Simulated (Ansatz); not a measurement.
Cu

```
Cu
1.0
    11.57025    0.00000    0.00000
     0.00000    2.23821    0.00000
    -4.59562    0.00000   21.74339
Cu
1
Direct
  0.50000 0.50000 0.50000
```

Space group P2/m; a structure from a database of computed crystals, not necessarily the ambient phase; computed without spin polarisation.

These are results of DFT r2SCAN, plane waves, PAW (Ansatz 0.2.0), not measurements.

### Predict the valence pseudo-density between the atoms.

Cu–Cu (2.24 Å): ρ is about 0.41 e/Å³ halfway.

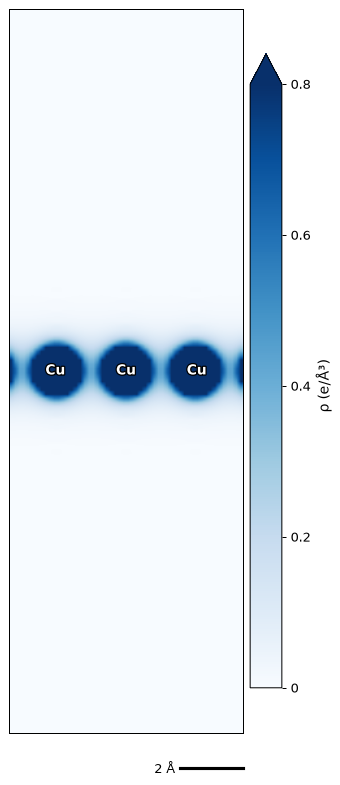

Computed valence pseudo-density on the (100) plane of the conventional cell. 

The density is the valence pseudo-density of a PAW calculation; it isn't the true density close to the nuclei.
